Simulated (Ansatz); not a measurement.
Mn

```xyz
4
Lattice="2.5339 0.0000 0.0000 -1.2670 2.1945 0.0000 0.0000 0.0000 8.2183" Properties=species:S:1:pos:R:3 pbc="T T T"
Mn    0.0000    0.0000    0.0000
Mn    0.0000    0.0000    4.1091
Mn    0.0000    1.4630    2.0546
Mn    1.2670    0.7315    6.1637
```

Space group P6₃/mmc; set up as Mn, dhcp; a generated structure, not necessarily the stable one; changed on purpose from its base cell (volume × 1.04); computed pressure about −6 GPa in this cell; spin-polarised.

Level of theory: Ansatz, DFT, revPBE, plane waves (420 eV) with PAW, scalar-relativistic.

The density is the valence pseudo-density of a PAW calculation; it isn't the true density close to the nuclei.

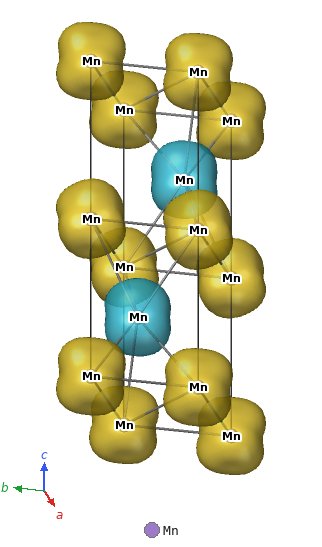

Figure 1. Isosurfaces of the magnetisation density (up minus down) at +0.08 (yellow) and −0.08 e/Å³ (cyan), seen at an oblique angle. Sticks mark near contacts.

Question: Where is the spin, and how is it ordered?

Answer: The spin density sits on Mn: +1.1 μB (×2) and −1.0 μB (×2) in one cell of 4 atoms: ferrimagnetic (opposed moments on unlike sites) in this solution. The cell of the calculation (4 atoms) carries 0.1 μB of net spin moment.

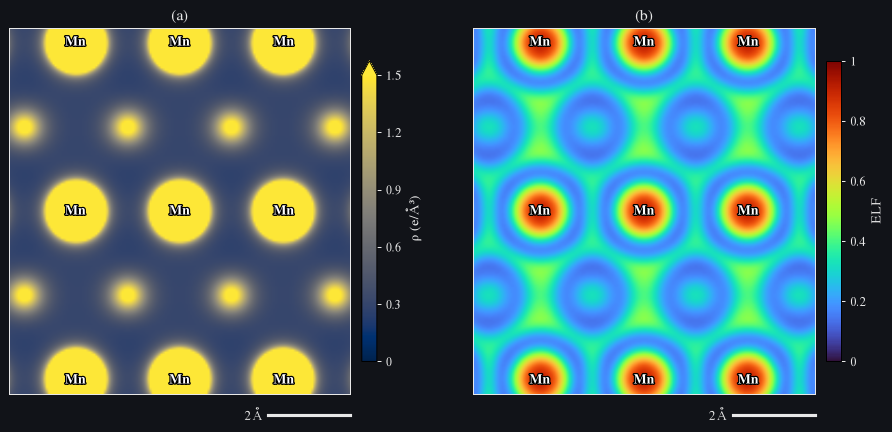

Figure 2. (a) valence charge density (pseudo); (b) ELF on the (100) plane of the conventional cell.

Question: Interpret the plot.

Answer: The section cuts through Mn sites. Atoms just off the plane (Mn, 0.7 Å away) can leave unmarked features too. Mn–Mn (2.53 Å): ρ is about 0.34 e/Å³ halfway; the ELF is about 0.30 at the midpoint. Between the atoms the lowest density in this plane is 0.27 e/Å³. The features right at Mn lie inside the PAW spheres, where the map follows smoothed inner orbitals and isn't to be read closely.

Question: Metal or insulator at this level of theory?

Answer: It is metallic or semimetallic at this level of theory: no gap opens.
